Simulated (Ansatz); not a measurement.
**Al₂Ni₃: density, localisation and related maps**

The calculation's input:

```
crystal:
  lattice:
    - [2.8617363098, 0.0, 0.0]
    - [0.0, 2.8617363098, 0.0]
    - [0.0, 0.0, 14.0063278399]
  atoms:
    - { symbol: Al, position: [0.5, 0.5, 0.1909463661] }
    - { symbol: Al, position: [0.5, 0.5, 0.397450019] }
    - { symbol: Al, position: [0.5, 0.5, 0.602549981] }
    - { symbol: Al, position: [0.5, 0.5, 0.8090536339] }
    - { symbol: Ni, position: [0.0, 0.0, 0.9039772584] }
    - { symbol: Ni, position: [0.0, 0.0, 0.0960227416] }
    - { symbol: Ni, position: [0.0, 0.0, 0.2950441708] }
    - { symbol: Ni, position: [0.0, 0.0, 0.5] }
    - { symbol: Ni, position: [0.0, 0.0, 0.7049558292] }
    - { symbol: Ni, position: [0.5, 0.5, 0.0], spin: 0.59 }
basis:
  ecutwfc: 500
kpoints:
  mp_grid: { grid: [12, 12, 4] }
  band_path:
    path:
      - [[0.0, 0.0, 0.0], [0.0, 0.5, 0.0], [0.5, 0.5, 0.0], [0.0, 0.0, 0.0], [0.0, 0.0, 0.5], [0.0, 0.5, 0.5], [0.5, 0.5, 0.5], [0.0, 0.0, 0.5]]
      - [[0.0, 0.5, 0.0], [0.0, 0.5, 0.5]]
      - [[0.5, 0.5, 0.0], [0.5, 0.5, 0.5]]
    npoints: 14
hamiltonian:
  xc: r2scan
scf:
  occupations: { method: gaussian, width: 0.1 }
  n_extra_bands: 25
output:
  forces: true
  stress: true
  eigenvalues: true
  populations: true
  dos: { projected: true, de: 0.02, nscf_kmesh: { grid: [18, 18, 6] } }
  bader: true
  write_density: true
  write_potential: true
  elf: true
  volumetric_format: npy
magnetization:
  spin_polarized: true
checkpoint:
  read: start.run
  write: ck
  compress: false
  write_wavefunctions: false
  write_every: 100000
```

Run with:

```sh
ansatz run input.yaml --threads 2 --pin off --max-ram 5120MiB --backend cpu --events-out ev --progress --plain --runs-dir out
```

Below, planes, directions and counts refer to the conventional cell (a = 2.86 Å, b = 2.86 Å, c = 14.01 Å, α = 90.00°, β = 90.00°, γ = 90.00°).

Space group P4/mmm; a structure from a database of computed crystals, not necessarily the ambient phase; spin-polarised.

All numbers below come from Ansatz, DFT r2SCAN, scalar-relativistic, plane waves, PAW.

In a PAW calculation such maps are meaningful between the atoms, not at the nuclei.

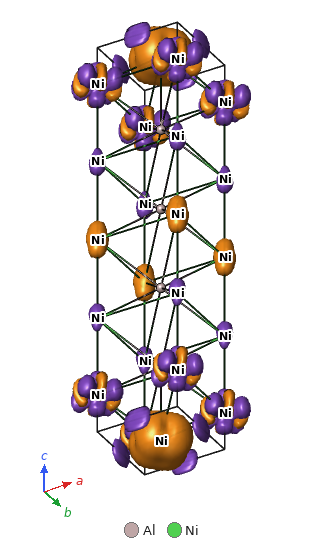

Figure 1. Isosurfaces of the spin density (up minus down) at +0.008 (orange) and −0.008 e/Å³ (purple), seen at an oblique angle. Sticks mark near contacts.

> Which atoms carry the moments, and with what signs?

The spin density sits on Ni: +0.5 μB in one cell of 10 atoms: parallel main moments, as they must be, since the calculation's own cell holds one magnetic site. The cell of the calculation (10 atoms) carries 0.5 μB of net spin moment.

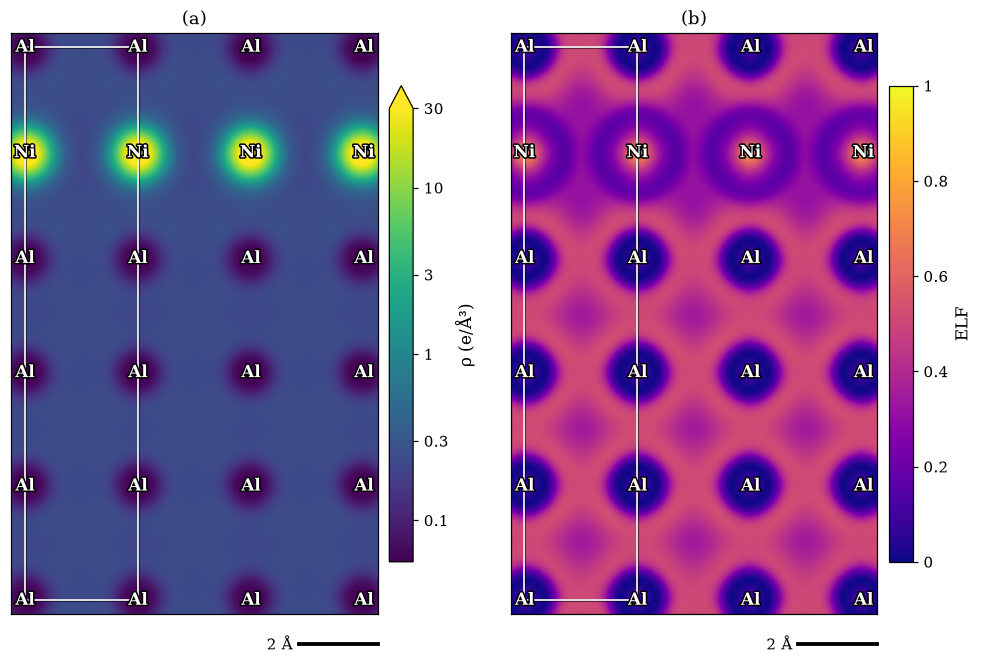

Figure 2. (a) valence charge density (pseudo); (b) ELF on the (100) plane of the conventional cell.

> What does the map show?

Atoms in the plane: Al and Ni. Al–Ni (2.67 Å): the density is about 0.27 e/Å³ at the midpoint; the ELF is about 0.40 at the midpoint. Between the atoms the lowest density in this plane is 0.2 e/Å³. The features right at Ni lie inside the PAW spheres, where the map follows smoothed inner orbitals and isn't to be read closely.

> Does the calculation give a band gap?

It is metallic or semimetallic at this level of theory: no gap opens.

> How much charge does the calculation move between the atoms?

Electrons move from Al towards Ni. Bader charges: Al +1.87 to +1.94 and Ni −1.87 to −0.13 e.
